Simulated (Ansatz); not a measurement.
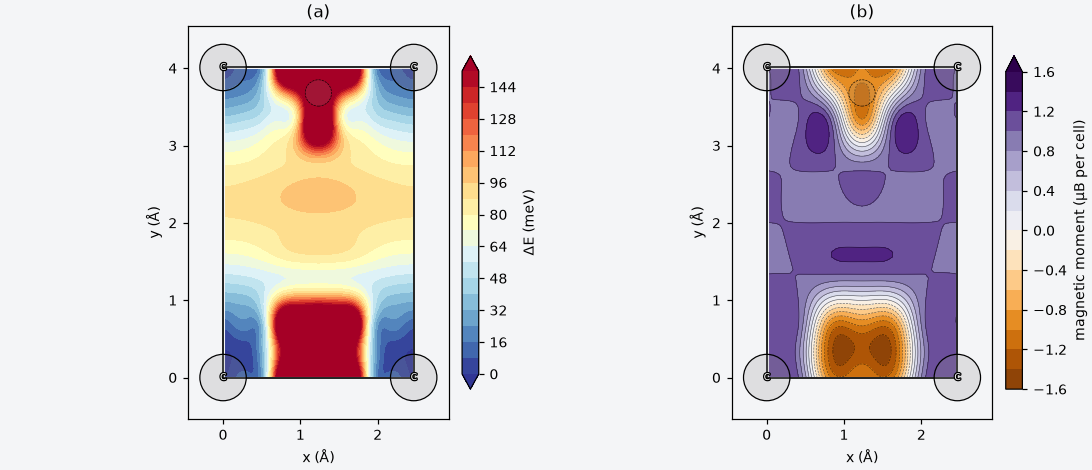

H on a C(011) slab cut from the Fmmm phase, its upper half relaxed before the scan (12 atoms of substrate and one adsorbate in a 2 × 1 cell). 
- H is moved over the surface cell at a fixed height above a rigid substrate; the origin of the map has the adsorbate above C11; the height is held at 2.80 Å.
- Places are given modulo a cell vector. The map is drawn in real space over the plane of the surface.
- The grid has 6 × 6 points; 24 points were computed and 12 follow by symmetry.
- Places are given in fractions of the 1 × 1 surface cell.
- Energies are in meV, from the lowest grid point.
- At a fixed height the lowest place need not be the adsorption site.
- The calculation used DFT PBE+D3(BJ), scalar-relativistic, plane waves, PAW in Ansatz. Settings: cutoff 420 eV, k-mesh 6×7×1, gaussian smearing 0.05 eV, spin-polarised.

Panel (a) is the energy; panel (b) is the computed magnetic moment, in μB per cell.

Drawn: filled contours, labelled circles for the atoms of the top layer and small ones for the second layer, the outline of one cell of the plane, one colour for all values above the top of the scale. Between grid points the surface is interpolated.

How does the magnetic moment vary over the map, and what is it at the lowest grid point?

It runs from −1.00 μB per cell at (2/6, 0/6) of the cell vectors [nearest 1 C at 2.92 Å] to 1.00 μB per cell at the top site over a surface C atom, (0/6, 0/6) of the cell vectors. At the lowest grid point, the top site over a surface C atom, (0/6, 0/6) of the cell vectors, it is 1.00 μB per cell.

PAW datasets: the set soft_1.
